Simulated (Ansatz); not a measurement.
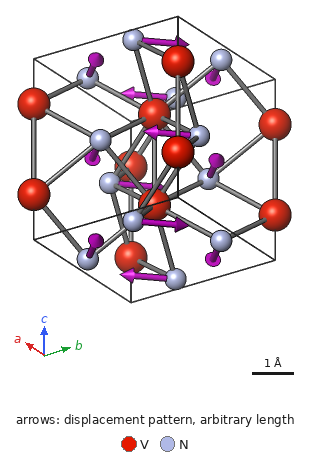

One vibrational mode of a crystal of VN2 at the zone centre. Displacements are drawn as purple arrows; their common scale and sign are arbitrary. Style: ball-and-stick. Shown: the conventional cell (2 times the calculation's cell), from a free direction. Lengths and directions refer to the drawn axes.

Level of theory: DFT PBEsol, scalar-relativistic, plane waves, PAW in Ansatz.

The input:
```yaml
crystal:
  lattice:
    - [-2.1286281853, 2.1286281853, 2.4641669472]
    - [2.1286281853, -2.1286281853, 2.4641669472]
    - [2.1286281853, 2.1286281853, -2.4641669472]
  atoms:
    - { symbol: V, position: [0.25, 0.25, 0.0] }
    - { symbol: V, position: [0.75, 0.75, 0.0] }
    - { symbol: "N", position: [0.1142801445, 0.6142801445, 0.728560289] }
    - { symbol: "N", position: [0.6142801445, 0.8857198555, 0.5] }
    - { symbol: "N", position: [0.8857198555, 0.3857198555, 0.271439711] }
    - { symbol: "N", position: [0.3857198555, 0.1142801445, 0.5] }
basis:
  ecutwfc: 420
kpoints:
  mp_grid: { grid: [12, 12, 12] }
hamiltonian:
  xc: pbesol
scf:
  occupations: { method: fermi_dirac, width: 0.15 }
output:
  eigenvalues: true
phonons:
  method: dfpt
  eigenvectors: true
```

Command:
```bash
ansatz run input.yaml --threads 2 --pin off --max-ram 6144MiB --backend cpu --events-out ev --progress --plain --runs-dir out
```

The frequencies depend somewhat on the k-mesh and the smearing.

### What mode is this, and where does it lie in the spectrum?

This is the A₁g mode at 1002 cm⁻¹, optical level 10 of 11, counted from below, Raman-active by symmetry. The V atoms stay at rest; atoms of one kind move against one another, with no net shift of their sublattice; it stretches the shortest N–N bonds (1.38 Å).
